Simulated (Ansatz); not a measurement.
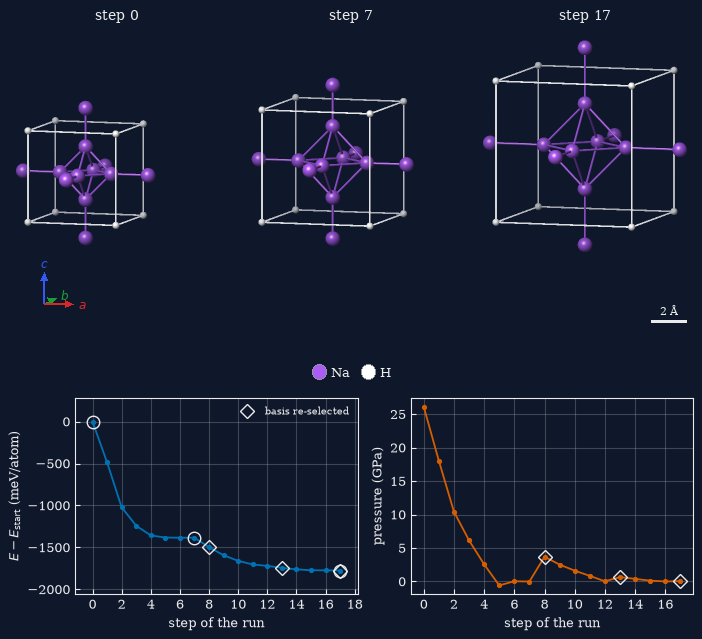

Frames of a relaxation of crystalline Na6H (a generated structure, set up in Pm-3m) (coarse preliminary run), marked on the history of the run. Style: ball-and-stick. Shown: the cell of the calculation, slightly off an axis.

Method: Ansatz, DFT PBE, scalar-relativistic, plane waves, PAW.

Input file:
```yaml
crystal:
  lattice:
    - [5.30821636, 0.0, 0.0]
    - [0.0, 5.30821636, 0.0]
    - [0.0, 0.0, 5.30821636]
  atoms:
    - { symbol: Na, position: [0.20999999, 0.5, 0.5] }
    - { symbol: Na, position: [0.5, 0.20999999, 0.5] }
    - { symbol: Na, position: [0.79000001, 0.5, 0.5] }
    - { symbol: Na, position: [0.5, 0.79000001, 0.5] }
    - { symbol: Na, position: [0.5, 0.5, 0.20999999] }
    - { symbol: Na, position: [0.5, 0.5, 0.79000001] }
    - { symbol: H, position: [0.0, 0.0, 0.0] }
basis:
  ecutwfc: 420
kpoints:
  mp_grid: { grid: [4, 4, 4] }
hamiltonian:
  xc: pbe
scf:
  occupations: { method: gaussian, width: 0.1 }
  lower_state_search: "off"
output:
  forces: true
  stress: true
  eigenvalues: true
relax:
  adjacent_minimum: "off"
  f_tol: 0.04
  max_steps: 70
  cell: { stress_tol: 0.4 }
```

Launched with:
```bash
ansatz run input.yaml --threads 1 --pin off --max-ram 2048MiB --backend cpu --events-out ev --progress --plain --runs-dir out
```

> Describe the path.

The largest moves relative to the cell, 0.099 Å, are those of Na1, Na2, Na3, Na4, Na5 and Na6. Na3 goes along +a. H stays in place. The drawn cell changes as follows: a = b = c 5.308 → 8.195 Å (+54.4 %); the volume changes by +268.0 %. Near-neighbour distances that change, for instance: Na1–Na3 3.079 → 4.951 Å, Na1–Na2 2.177 → 3.501 Å, Na1–Na3 (another image) 2.229 → 3.244 Å. The space group stays Pm-3m (No. 221). The energy falls by 1775 meV per atom in 14 accepted moves (17 points after the start). Largest force component: 5.2 eV/Å at the start, 0.035 eV/Å at the end. Pressure: 26.12 GPa at the start and 0.05 GPa at the end. The SCF was repeated 3 times at an unchanged geometry on a basis and grid sized afresh for the cell, which shifted the energy by 113 meV per atom at most. From step 0 to 7: Na atoms move most (0.17 Å), volume +85.3 %, energy −1385 meV per atom. From step 7 to 17: Na atoms move most (0.12 Å), volume +98.6 %, energy −390 meV per atom.

```json
{"step": "0", "E − E(0), meV/atom": "0.00", "largest force component, eV/Å": "5.2309", "pressure, GPa": "26.12", "volume, Å³/atom": "21.367", "note": ""}
{"step": "1", "E − E(0), meV/atom": "-485.99", "largest force component, eV/Å": "3.8488", "pressure, GPa": "18.04", "volume, Å³/atom": "24.495", "note": ""}
{"step": "2", "E − E(0), meV/atom": "-1021.14", "largest force component, eV/Å": "1.0839", "pressure, GPa": "10.43", "volume, Å³/atom": "28.134", "note": ""}
{"step": "3", "E − E(0), meV/atom": "-1242.13", "largest force component, eV/Å": "0.1389", "pressure, GPa": "6.15", "volume, Å³/atom": "32.068", "note": ""}
{"step": "4", "E − E(0), meV/atom": "-1356.86", "largest force component, eV/Å": "0.1820", "pressure, GPa": "2.56", "volume, Å³/atom": "36.334", "note": ""}
{"step": "5", "E − E(0), meV/atom": "-1382.22", "largest force component, eV/Å": "0.1919", "pressure, GPa": "-0.58", "volume, Å³/atom": "40.173", "note": ""}
{"step": "6", "E − E(0), meV/atom": "-1384.44", "largest force component, eV/Å": "0.0911", "pressure, GPa": "0.03", "volume, Å³/atom": "39.488", "note": ""}
{"step": "7", "E − E(0), meV/atom": "-1384.81", "largest force component, eV/Å": "0.0042", "pressure, GPa": "0.00", "volume, Å³/atom": "39.584", "note": ""}
{"step": "8", "E − E(0), meV/atom": "-1497.59", "largest force component, eV/Å": "0.0087", "pressure, GPa": "3.70", "volume, Å³/atom": "39.584", "note": "same geometry, new basis"}
{"step": "9", "E − E(0), meV/atom": "-1593.36", "largest force component, eV/Å": "0.0307", "pressure, GPa": "2.52", "volume, Å³/atom": "44.618", "note": ""}
{"step": "10", "E − E(0), meV/atom": "-1660.50", "largest force component, eV/Å": "0.0012", "pressure, GPa": "1.62", "volume, Å³/atom": "49.923", "note": ""}
{"step": "11", "E − E(0), meV/atom": "-1703.59", "largest force component, eV/Å": "0.0037", "pressure, GPa": "0.84", "volume, Å³/atom": "55.630", "note": ""}
{"step": "12", "E − E(0), meV/atom": "-1720.01", "largest force component, eV/Å": "0.0001", "pressure, GPa": "0.03", "volume, Å³/atom": "61.756", "note": ""}
{"step": "13", "E − E(0), meV/atom": "-1743.62", "largest force component, eV/Å": "0.0007", "pressure, GPa": "0.66", "volume, Å³/atom": "61.756", "note": "same geometry, new basis"}
{"step": "14", "E − E(0), meV/atom": "-1761.62", "largest force component, eV/Å": "0.0029", "pressure, GPa": "0.39", "volume, Å³/atom": "67.448", "note": ""}
{"step": "15", "E − E(0), meV/atom": "-1772.09", "largest force component, eV/Å": "0.0129", "pressure, GPa": "0.13", "volume, Å³/atom": "74.397", "note": ""}
{"step": "16", "E − E(0), meV/atom": "-1773.30", "largest force component, eV/Å": "0.0348", "pressure, GPa": "0.01", "volume, Å³/atom": "78.624", "note": ""}
{"step": "17", "E − E(0), meV/atom": "-1775.15", "largest force component, eV/Å": "0.0348", "pressure, GPa": "0.05", "volume, Å³/atom": "78.624", "note": "same geometry, new basis"}
```
